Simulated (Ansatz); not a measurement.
Cu₂O: geometry relaxation (part 1 of 2)

System: Cu₂O (6 atoms in the cell).
Method: DFT PBEsol, scalar-relativistic, plane waves, PAW, no spin polarisation (Ansatz 0.2.0).

The structure derives from an entry of the Crystallography Open Database. Figures and captions count atoms from 1; the log counts them from 0 in places.

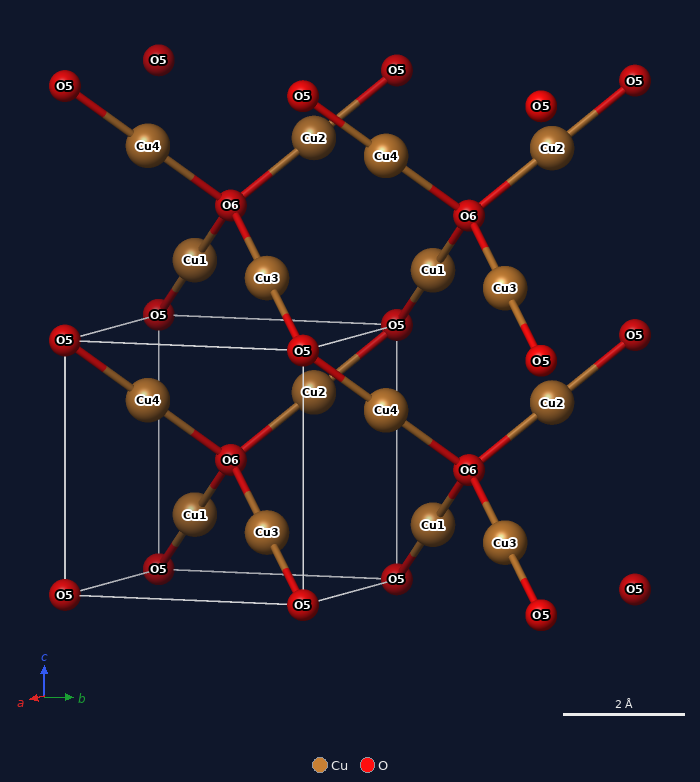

The starting structure (ball-and-stick view of the cell of the calculation, repeated 1 × 2 × 2, seen slightly off an axis; atoms are numbered from 1 in the order of the input).

Input file
```yaml
crystal:
  lattice:
    - [4.26, 0.0, 0.0]
    - [0.0, 4.26, 0.0]
    - [0.0, 0.0, 4.26]
  atoms:
    - { symbol: Cu, position: [0.25, 0.25, 0.25] }
    - { symbol: Cu, position: [0.25, 0.75, 0.75] }
    - { symbol: Cu, position: [0.75, 0.75, 0.25] }
    - { symbol: Cu, position: [0.75, 0.25, 0.75] }
    - { symbol: O, position: [0.0, 0.0, 0.0] }
    - { symbol: O, position: [0.5, 0.5, 0.5] }
basis:
  ecutwfc: 420
kpoints:
  mp_grid: { grid: [8, 8, 8] }
hamiltonian:
  xc: pbesol
scf:
  occupations: { method: gaussian, width: 0.02 }
output:
  forces: true
  stress: true
  eigenvalues: true
  write_density: true
  write_potential: true
  elf: true
  volumetric_format: npy
relax:
  adjacent_minimum: "off"
  f_tol: 0.005
  max_steps: 80
  cell: { stress_tol: 0.05 }
```

Launch command:
```bash
ansatz run input.yaml --threads 2 --pin off --max-ram 5120MiB --backend cpu --events-out ev --progress --plain --runs-dir out
```

Log
```
Engine: ansatz 0.2.0, aarch64-unknown-linux-gnu
Pseudopotentials: kind: paw
Pseudopotential: Cu, paw, valence charge 19, recommended cutoff 420 eV (normal), Cu.paw.azcp
Pseudopotential: O, paw, valence charge 6, recommended cutoff 420 eV (normal), O.paw.azcp
Functional definition: PBEsol
  exchange = pbesol_x
  correlation = pbesol_c
Crystal: 6 atoms, lattice volume = 77.309 Å³
Basis set: ecut = 420 eV, 1503 PW (Γ), exchange–correlation on 60×60×60 points (8 copies of the dense FFT grid, shifted against one another)
Bands: 53, of which v1, the nominal top of the filled ones, is band 44 counted from 1 (43 counted from 0)
Symmetry: 48 space group operations
Space group: Pn-3m (ITA 224), of the structure as read, at distance tolerance 4.3e-5 Å
k-points: 35 of 512
Non-local potential: Cu, projectors of the file, l = 0: 3, l = 1: 2, l = 2: 3, l = 3: 1
Non-local potential: O, projectors of the file, l = 0: 2, l = 1: 2, l = 2: 1
PAW form: soft (Blöchl's): semilocal exchange-correlation on the pseudo side does not see the compensation charge
PAW frozen core: Cu, regenerated for the run's functional, and the local potential with it (the file was generated under x = pbe(κ = 0.804, μ = 0.2195149727645171), c = pbe(β = 0.06672455060314922))
PAW frozen core: O, regenerated for the run's functional, and the local potential with it (the file was generated under x = pbe(κ = 0.804, μ = 0.2195149727645171), c = pbe(β = 0.06672455060314922))
PAW one-centre angular grid: Cu, 590 points (default); XC on 64 Gauss nodes
PAW one-centre angular grid: O, 110 points (default); XC on 64 Gauss nodes
Initial density: superposition of atomic densities (neutral atoms: chi_scale 0, normalization atom), corrected by the library's trained network
Initial wavefunctions: pseudopotential atomic-orbital guess
Functional: x = pbesol(κ = 0.804, μ = 0.12345679012345678), c = pbesol(β = 0.046)
SCF iter   1: F=—  HF=-27473.972957 eV  |F-HF|=—  |Δ(HF+E_count)|=         —  Δρ=1.99e-2  dr2=2.02e-1  ethr=1.77e-3  ⟨swp⟩=6.3  Hψ=6410  notcnv=0  defer=2
preconditioner: auto → Resta (q_TF=auto, 2.788 Å⁻¹)  ε∞=11.2  [insulator: Δε(μ)=0.493 eV  Ē_g=9.877 eV  σ=0.020 eV  W_gap=1.00  n_scr=26 (ndim 8)  ℏωp=31.6 eV  f_vac=0.023  D(μ)=0.00/eV (n_scr^D=0)  ε∞_Penn≈11.2]
SCF iter   2: F=—  HF=-27473.940299 eV  |F-HF|=—  |Δ(HF+E_count)|=   3.27e-2  Δρ=9.82e-3  dr2=3.86e-2  ethr=2.30e-4  ⟨swp⟩=2.2  Hψ=3272  notcnv=0  defer=104
SCF iter   3: F=—  HF=-27473.926036 eV  |F-HF|=—  |Δ(HF+E_count)|=   1.43e-2  Δρ=4.02e-3  dr2=8.45e-3  ethr=4.39e-5  ⟨swp⟩=2.5  Hψ=3154  notcnv=0  defer=104
SCF iter   4: F=—  HF=-27473.924682 eV  |F-HF|=—  |Δ(HF+E_count)|=   1.35e-3  Δρ=1.38e-3  dr2=1.28e-3  ethr=9.60e-6  ⟨swp⟩=2.4  Hψ=2394  notcnv=0  defer=104
SCF iter   5: F=—  HF=-27473.924480 eV  |F-HF|=—  |Δ(HF+E_count)|=   2.02e-4  Δρ=3.78e-4  dr2=6.72e-5  ethr=1.46e-6  ⟨swp⟩=2.3  Hψ=2438  notcnv=0  defer=104
SCF iter   6: F=—  HF=-27473.924407 eV  |F-HF|=—  |Δ(HF+E_count)|=   7.33e-5  Δρ=7.41e-5  dr2=3.89e-6  ethr=7.64e-8  ⟨swp⟩=2.0  Hψ=2624  notcnv=0  defer=104
SCF iter   7: F=—  HF=-27473.924407 eV  |F-HF|=—  |Δ(HF+E_count)|=   8.95e-9  Δρ=3.71e-5  dr2=8.79e-7  ethr=4.42e-9  ⟨swp⟩=2.0  Hψ=2746  notcnv=0  defer=104
SCF iter   8: F=-27473.924407 eV  HF=-27473.924407 eV  |F-HF|=1.38e-9  |Δ(HF+E_count)|=   1.94e-9  Δρ=2.89e-6  dr2=5.69e-9  ethr=1.14e-10  ⟨swp⟩=10.0  Hψ=12089  notcnv=0
SCF 1 converged in 8 iterations: F = -27473.924407 eV  dr2 = 5.69e-9
  greatest PAW one-centre occupation: 1.000 electrons in one spin orbital (limit 2), on the Cu atom at site 3 (counted from 0), in its partial waves of l = 0
relax step   1: F+E_penalty+E_count = -27473.92440657 eV  Δ(F+E_penalty+E_count) = +0.000e0 eV  max|allowed force component| = 1.927e-18 eV/Å  Δτ_max = 0.0000 Å  P = -3.272 GPa  Ω = 77.309 Å³  (8 SCF iters, dr2 threshold 1.00e-7 eV, accepted)
Crystal: 6 atoms, lattice volume = 76.349 Å³
Initial density: handed on by an earlier stage of this run
Initial wavefunctions: those handed on with the density
iter 1 solved again at ethr=6.11e-6 eV; its pass at ethr=3.10e-3 eV (dr2=5.38e-3 eV) is discarded
SCF iter   1: F=—  HF=-27473.943029 eV  |F-HF|=—  |Δ(HF+E_count)|=         —  Δρ=3.34e-3  dr2=5.32e-3  ethr=6.11e-6  ⟨swp⟩=2.0  Hψ=7510  notcnv=0
preconditioner: auto → Resta (q_TF=auto, 2.794 Å⁻¹)  ε∞=11.0  [insulator: Δε(μ)=0.527 eV  Ē_g=10.048 eV  σ=0.020 eV  W_gap=1.00  n_scr=26 (ndim 8)  ℏωp=31.8 eV  f_vac=0.017  D(μ)=0.00/eV (n_scr^D=0)  ε∞_Penn≈11.0]
SCF iter   2: F=—  HF=-27473.942641 eV  |F-HF|=—  |Δ(HF+E_count)|=   3.87e-4  Δρ=1.90e-3  dr2=1.34e-3  ethr=6.05e-6  ⟨swp⟩=2.2  Hψ=3159  notcnv=0
SCF iter   3: F=—  HF=-27473.942058 eV  |F-HF|=—  |Δ(HF+E_count)|=   5.84e-4  Δρ=6.00e-4  dr2=2.25e-4  ethr=1.52e-6  ⟨swp⟩=2.2  Hψ=3444  notcnv=0
SCF iter   4: F=—  HF=-27473.941909 eV  |F-HF|=—  |Δ(HF+E_count)|=   1.49e-4  Δρ=1.40e-4  dr2=9.86e-6  ethr=2.56e-7  ⟨swp⟩=2.5  Hψ=2494  notcnv=0
SCF iter   5: F=—  HF=-27473.941919 eV  |F-HF|=—  |Δ(HF+E_count)|=   9.68e-6  Δρ=1.21e-4  dr2=7.28e-6  ethr=1.12e-8  ⟨swp⟩=2.0  Hψ=2833  notcnv=0
SCF iter   6: F=-27473.941920 eV  HF=-27473.941920 eV  |F-HF|=4.51e-8  |Δ(HF+E_count)|=   1.67e-6  Δρ=2.10e-5  dr2=3.20e-7  ethr=6.82e-10  ⟨swp⟩=6.5  Hψ=12363  notcnv=0
SCF 2 converged in 6 iterations: F = -27473.941920 eV  dr2 = 3.20e-7
relax step   2: F+E_penalty+E_count = -27473.94192043 eV  Δ(F+E_penalty+E_count) = -1.751e-2 eV  max|allowed force component| = 2.043e-17 eV/Å  Δτ_max = 0.0000 Å  P = -1.746 GPa  Ω = 76.349 Å³  energy of the carried Pulay correction = +2.438e-3 eV  (6 SCF iters, dr2 threshold 6.00e-7 eV, accepted)
Crystal: 6 atoms, lattice volume = 75.280 Å³
Basis set: ecut = 420 eV, 1419 PW (Γ), exchange–correlation on 60×60×60 points (8 copies of the dense FFT grid, shifted against one another)
iter 1 solved again at ethr=7.78e-6 eV; its pass at ethr=3.10e-3 eV (dr2=6.84e-3 eV) is discarded
SCF iter   1: F=—  HF=-27473.951697 eV  |F-HF|=—  |Δ(HF+E_count)|=         —  Δρ=3.84e-3  dr2=6.92e-3  ethr=7.78e-6  ⟨swp⟩=2.0  Hψ=7546  notcnv=0
preconditioner: auto → Resta (q_TF=auto, 2.800 Å⁻¹)  ε∞=11.0  [insulator: Δε(μ)=0.560 eV  Ē_g=10.146 eV  σ=0.020 eV  W_gap=1.00  n_scr=26 (ndim 8)  ℏωp=32.0 eV  f_vac=0.015  D(μ)=0.00/eV (n_scr^D=0)  ε∞_Penn≈11.0]
SCF iter   2: F=—  HF=-27473.951167 eV  |F-HF|=—  |Δ(HF+E_count)|=   5.30e-4  Δρ=2.15e-3  dr2=1.67e-3  ethr=7.78e-6  ⟨swp⟩=2.2  Hψ=3161  notcnv=0
SCF iter   3: F=—  HF=-27473.950429 eV  |F-HF|=—  |Δ(HF+E_count)|=   7.38e-4  Δρ=6.98e-4  dr2=2.99e-4  ethr=1.90e-6  ⟨swp⟩=2.2  Hψ=3440  notcnv=0
SCF iter   4: F=—  HF=-27473.950280 eV  |F-HF|=—  |Δ(HF+E_count)|=   1.48e-4  Δρ=1.65e-4  dr2=1.38e-5  ethr=3.40e-7  ⟨swp⟩=2.7  Hψ=2605  notcnv=0
SCF iter   5: F=—  HF=-27473.950293 eV  |F-HF|=—  |Δ(HF+E_count)|=   1.30e-5  Δρ=1.40e-4  dr2=9.87e-6  ethr=1.57e-8  ⟨swp⟩=2.0  Hψ=2835  notcnv=0
SCF iter   6: F=-27473.950295 eV  HF=-27473.950295 eV  |F-HF|=5.71e-8  |Δ(HF+E_count)|=   1.87e-6  Δρ=2.54e-5  dr2=4.42e-7  ethr=6.82e-10  ⟨swp⟩=6.5  Hψ=12415  notcnv=0
SCF 3 converged in 6 iterations: F = -27473.950295 eV  dr2 = 4.42e-7
relax step   3: F+E_penalty+E_count = -27473.95029479 eV  Δ(F+E_penalty+E_count) = -8.374e-3 eV  max|allowed force component| = 3.007e-17 eV/Å  Δτ_max = 0.0000 Å  P = +0.084 GPa  Ω = 75.280 Å³  energy of the carried Pulay correction = +5.190e-3 eV  (6 SCF iters, dr2 threshold 6.00e-7 eV, accepted)
Crystal: 6 atoms, lattice volume = 75.327 Å³
iter 1 solved again at ethr=1.13e-8 eV; its pass at ethr=3.10e-3 eV (dr2=9.98e-6 eV) is discarded
SCF iter   1: F=—  HF=-27473.950286 eV  |F-HF|=—  |Δ(HF+E_count)|=         —  Δρ=1.51e-4  dr2=1.12e-5  ethr=1.13e-8  ⟨swp⟩=2.1  Hψ=6845  notcnv=0
preconditioner: auto → Resta (q_TF=auto, 2.800 Å⁻¹)  ε∞=10.9  [insulator: Δε(μ)=0.559 eV  Ē_g=10.160 eV  σ=0.020 eV  W_gap=1.00  n_scr=26 (ndim 8)  ℏωp=32.0 eV  f_vac=0.015  D(μ)=0.00/eV (n_scr^D=0)  ε∞_Penn≈10.9]
SCF iter   2: F=—  HF=-27473.950187 eV  |F-HF|=—  |Δ(HF+E_count)|=   9.89e-5  Δρ=9.74e-5  dr2=3.33e-6  ethr=1.13e-8  ⟨swp⟩=2.3  Hψ=2868  notcnv=0
SCF iter   3: F=—  HF=-27473.950186 eV  |F-HF|=—  |Δ(HF+E_count)|=   1.24e-6  Δρ=2.02e-5  dr2=2.66e-7  ethr=3.78e-9  ⟨swp⟩=2.2  Hψ=3082  notcnv=0
SCF iter   4: F=—  HF=-27473.950186 eV  |F-HF|=—  |Δ(HF+E_count)|=   2.71e-8  Δρ=8.57e-6  dr2=2.03e-8  ethr=3.02e-10  ⟨swp⟩=2.0  Hψ=2563  notcnv=0
SCF iter   5: F=—  HF=-27473.950186 eV  |F-HF|=—  |Δ(HF+E_count)|=   4.55e-8  Δρ=8.57e-6  dr2=3.08e-8  ethr=1.99e-11  ⟨swp⟩=6.8  Hψ=9975  notcnv=0
SCF iter   6: F=-27473.950186 eV  HF=-27473.950186 eV  |F-HF|=1.09e-10  |Δ(HF+E_count)|=   1.45e-9  Δρ=7.15e-7  dr2=4.01e-10  ethr=1.99e-11  ⟨swp⟩=4.9  Hψ=10134  notcnv=0
SCF 4 converged in 6 iterations: F = -27473.950186 eV  dr2 = 4.01e-10
  greatest PAW one-centre occupation: 1.000 electrons in one spin orbital (limit 2), on the Cu atom at site 1 (counted from 0), in its partial waves of l = 0
relax step   4: F+E_penalty+E_count = -27473.95018617 eV  Δ(F+E_penalty+E_count) = +1.086e-4 eV  max|allowed force component| = 1.619e-17 eV/Å  Δτ_max = 0.0000 Å  P = +0.001 GPa  Ω = 75.327 Å³  energy of the carried Pulay correction = +5.069e-3 eV  (6 SCF iters, dr2 threshold 1.75e-8 eV, accepted)
Initial wavefunctions: pseudopotential atomic-orbital guess (no wavefunctions were taken with the density)
iter 1 solved again at ethr=9.37e-8 eV; its pass at ethr=3.10e-3 eV (dr2=8.25e-5 eV) is discarded
SCF iter   1: F=—  HF=-27473.945843 eV  |F-HF|=—  |Δ(HF+E_count)|=         —  Δρ=1.63e-4  dr2=2.85e-6  ethr=9.37e-8  ⟨swp⟩=3.0  Hψ=11119  notcnv=0
SCF iter   2: F=—  HF=-27473.945750 eV  |F-HF|=—  |Δ(HF+E_count)|=   9.35e-5  Δρ=1.00e-4  dr2=2.97e-6  ethr=3.24e-9  ⟨swp⟩=2.0  Hψ=2867  notcnv=0
SCF iter   3: F=—  HF=-27473.945750 eV  |F-HF|=—  |Δ(HF+E_count)|=   5.13e-7  Δρ=6.06e-5  dr2=7.49e-7  ethr=3.24e-9  ⟨swp⟩=2.4  Hψ=2926  notcnv=0
SCF iter   4: F=—  HF=-27473.945750 eV  |F-HF|=—  |Δ(HF+E_count)|=   1.97e-7  Δρ=1.30e-5  dr2=6.26e-8  ethr=8.51e-10  ⟨swp⟩=2.3  Hψ=3130  notcnv=0
SCF iter   5: F=—  HF=-27473.945750 eV  |F-HF|=—  |Δ(HF+E_count)|=   2.64e-9  Δρ=3.71e-6  dr2=1.98e-9  ethr=7.11e-11  ⟨swp⟩=2.1  Hψ=2452  notcnv=0
SCF iter   6: F=—  HF=-27473.945750 eV  |F-HF|=—  |Δ(HF+E_count)|=   6.36e-9  Δρ=1.96e-6  dr2=1.28e-9  ethr=2.25e-12  ⟨swp⟩=2.0  Hψ=3395  notcnv=0
SCF iter   7: F=-27473.945750 eV  HF=-27473.945750 eV  |F-HF|=0.00e0  |Δ(HF+E_count)|=  1.82e-10  Δρ=2.23e-7  dr2=2.16e-11  ethr=1.00e-12  ⟨swp⟩=4.1  Hψ=8861  notcnv=0
SCF 5 converged in 7 iterations: F = -27473.945750 eV  dr2 = 2.16e-11
relax step   5: F+E_penalty+E_count = -27473.94574988 eV  Δ(F+E_penalty+E_count) = +4.436e-3 eV  max|allowed force component| = 1.927e-17 eV/Å  Δτ_max = 0.0000 Å  P = -0.088 GPa  Ω = 75.327 Å³  stress off target by 8.77e-2 GPa  SCF on the basis re-selected at this cell (its energy is not comparable with the rows above)  (7 SCF iters)
basis re-selected at this cell: Δ(F+E_penalty+E_count) = +4.436e-3 eV, ΔP = -0.089 GPa vs the last step (what re-selecting the basis moved, of the pressure what is left beyond the Pulay correction that the steps carried, after the strain that the cell walked since its last selection, with what the two solves' SCF thresholds leave and, on support functions, any second-order correction that the steps lacked; it is no measure of the basis error at this ecutwfc). This SCF's stress stands 8.77e-2 GPa from its target on what of the cell is left free (relax.cell.stress_tol is 5.00e-2 GPa) and its largest allowed force component is 1.93e-17 eV/Å (relax.f_tol is 5.00e-3 eV/Å): not within both, so this SCF does not close the relaxation
Crystal: 6 atoms, lattice volume = 75.277 Å³
iter 1 solved again at ethr=1.57e-8 eV; its pass at ethr=3.10e-3 eV (dr2=1.38e-5 eV) is discarded
SCF iter   1: F=—  HF=-27473.945990 eV  |F-HF|=—  |Δ(HF+E_count)|=         —  Δρ=1.81e-4  dr2=1.55e-5  ethr=1.57e-8  ⟨swp⟩=2.0  Hψ=6841  notcnv=0
preconditioner: auto → Resta (q_TF=auto, 2.800 Å⁻¹)  ε∞=10.9  [insulator: Δε(μ)=0.561 eV  Ē_g=10.163 eV  σ=0.020 eV  W_gap=1.00  n_scr=26 (ndim 8)  ℏωp=32.0 eV  f_vac=0.015  D(μ)=0.00/eV (n_scr^D=0)  ε∞_Penn≈10.9]
SCF iter   2: F=—  HF=-27473.945891 eV  |F-HF|=—  |Δ(HF+E_count)|=   9.91e-5  Δρ=1.02e-4  dr2=3.73e-6  ethr=1.57e-8  ⟨swp⟩=2.1  Hψ=2763  notcnv=0
SCF iter   3: F=—  HF=-27473.945889 eV  |F-HF|=—  |Δ(HF+E_count)|=   1.63e-6  Δρ=3.26e-5  dr2=6.55e-7  ethr=4.24e-9  ⟨swp⟩=2.1  Hψ=3126  notcnv=0
SCF iter   4: F=—  HF=-27473.945889 eV  |F-HF|=—  |Δ(HF+E_count)|=   1.45e-7  Δρ=7.60e-6  dr2=2.82e-8  ethr=7.44e-10  ⟨swp⟩=2.6  Hψ=2513  notcnv=0
SCF iter   5: F=—  HF=-27473.945889 eV  |F-HF|=—  |Δ(HF+E_count)|=   2.75e-8  Δρ=6.64e-6  dr2=2.02e-8  ethr=2.18e-11  ⟨swp⟩=6.7  Hψ=10154  notcnv=0
SCF iter   6: F=-27473.945889 eV  HF=-27473.945889 eV  |F-HF|=1.49e-10  |Δ(HF+E_count)|=   6.56e-9  Δρ=1.16e-6  dr2=9.57e-10  ethr=2.18e-11  ⟨swp⟩=6.3  Hψ=9626  notcnv=0
SCF 6 converged in 6 iterations: F = -27473.945889 eV  dr2 = 9.57e-10
relax step   6: F+E_penalty+E_count = -27473.94588926 eV  Δ(F+E_penalty+E_count) = -1.394e-4 eV  max|allowed force component| = 1.156e-17 eV/Å  Δτ_max = 0.0000 Å  P = +0.000 GPa  Ω = 75.277 Å³  energy of the carried Pulay correction = +1.258e-4 eV  (6 SCF iters, dr2 threshold 1.92e-8 eV, accepted)
iter 1 solved again at ethr=1.07e-7 eV; its pass at ethr=3.10e-3 eV (dr2=9.41e-5 eV) is discarded
SCF iter   1: F=—  HF=-27473.945938 eV  |F-HF|=—  |Δ(HF+E_count)|=         —  Δρ=2.32e-6  dr2=1.49e-9  ethr=1.07e-7  ⟨swp⟩=3.0  Hψ=11086  notcnv=0
eigensolver tolerance schedule: the retry pair's looser diagonalisation over-reported the residual by 63012.36 of it (diagonalisation noise at an unbounded share of the residual, at the tolerance the schedule requests for it); recorded, not acted on — ethr = c·dr2/N_el stays at c = 1.0e-1
preconditioner: auto → Resta (q_TF=auto, 2.800 Å⁻¹)  ε∞=10.9  [insulator: Δε(μ)=0.561 eV  Ē_g=10.164 eV  σ=0.020 eV  W_gap=1.00  n_scr=26 (ndim 8)  ℏωp=32.0 eV  f_vac=0.015  D(μ)=0.00/eV (n_scr^D=0)  ε∞_Penn≈10.9]
SCF iter   2: F=—  HF=-27473.945841 eV  |F-HF|=—  |Δ(HF+E_count)|=   9.71e-5  Δρ=1.09e-6  dr2=4.59e-10  ethr=1.70e-12  ⟨swp⟩=3.1  Hψ=4886  notcnv=0
SCF iter   3: F=—  HF=-27473.945841 eV  |F-HF|=—  |Δ(HF+E_count)|=  1.67e-10  Δρ=1.24e-6  dr2=7.27e-10  ethr=1.00e-12  ⟨swp⟩=2.0  Hψ=2696  notcnv=0
SCF iter   4: F=-27473.945841 eV  HF=-27473.945841 eV  |F-HF|=2.55e-11  |Δ(HF+E_count)|=  8.00e-11  Δρ=3.18e-7  dr2=4.25e-11  ethr=1.00e-12  ⟨swp⟩=4.2  Hψ=8908  notcnv=0
SCF 7 converged in 4 iterations: F = -27473.945841 eV  dr2 = 4.25e-11
  greatest PAW one-centre occupation: 1.000 electrons in one spin orbital (limit 2), on the Cu atom at site 2 (counted from 0), in its partial waves of l = 0
relax step   7: F+E_penalty+E_count = -27473.94584088 eV  Δ(F+E_penalty+E_count) = +4.838e-5 eV  max|allowed force component| = 3.007e-17 eV/Å  Δτ_max = 0.0000 Å  P = -0.002 GPa  Ω = 75.277 Å³  stress off target by 1.82e-3 GPa  SCF on the basis re-selected at this cell (its energy is not comparable with the rows above)  (4 SCF iters)
```

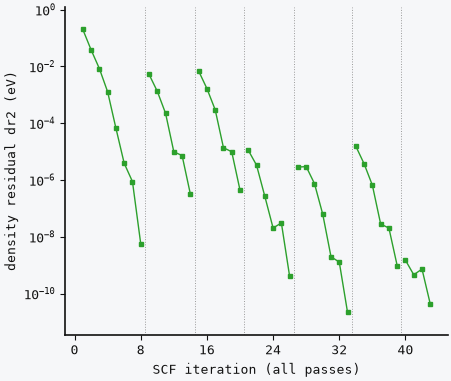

Convergence of the self-consistent field: density residual dr2 against the SCF iteration. The dotted lines part the SCF passes of the relaxation: geometry steps, rejected trials and re-solves on a re-selected basis. The 7 passes take 4 to 8 iterations each, 43 in all.

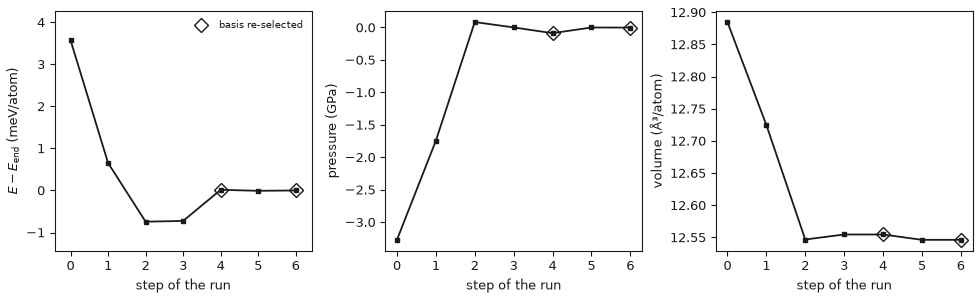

Progress of the relaxation, step by step (the first geometry is step 0 here and step 1 in the log).
